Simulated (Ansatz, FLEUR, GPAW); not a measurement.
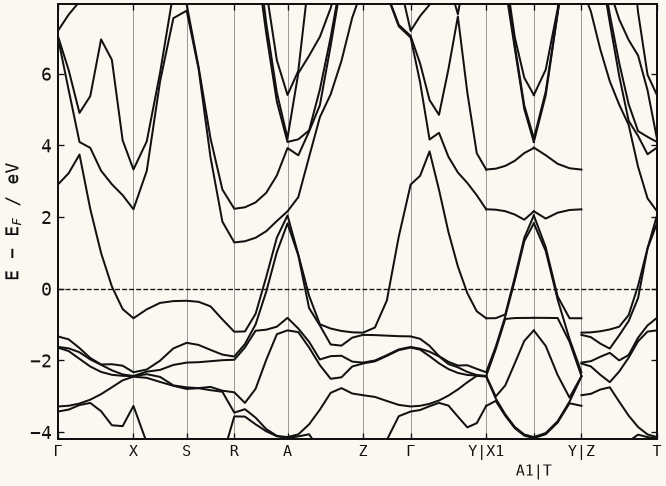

Band structure. Energies are counted from the Fermi level. The path has few k points, so lines between them are rough.

Q: Which of these calculations gave it?
A. NiAl, space group Cmmm, close to P4/mmm, 2 atoms in the primitive cell (a = 2.75 Å, b = 2.75 Å, c = 3.10 Å, α = 90.00°, β = 90.00°, γ = 90.43°); PBEsol
B. CsCl-type FeAl, space group Pm-3m (No. 221), 2 atoms in the cell (cubic a = 2.910 Å); PBE
C. BaTiO₃, space group P4mm, 5 atoms in the cell (a = 4.000 Å, c = 4.018 Å (tetragonal axes)); BLYP+SOC

A: A. A metal: bands cross the Fermi level along this path.

Level of theory: PBEsol, all-electron, collinear spin, ferromagnetic start that ends with little or no moment, no spin-orbit coupling, 10×10×9 k mesh, Fermi-Dirac smearing of 0.05 eV; code FLEUR MaX-R8.1 (later development tree).

The cell comes from a database of computed structures, and whether it is the stable form of this composition wasn't checked. Bands are joined in order of energy, so crossings between the computed points show as kinks or gaps. In reduced coordinates of the cell that was run, X is (0.496, 0.496, 0), S is (0, 0.5, 0), R is (0, 0.5, 0.5), A is (0.496, 0.496, 0.5), Z is (0, 0, 0.5), Y is (−0.5, 0.5, 0), X1 is (−0.496, 0.504, 0), A1 is (−0.496, 0.504, 0.5) and T is (−0.5, 0.5, 0.5).
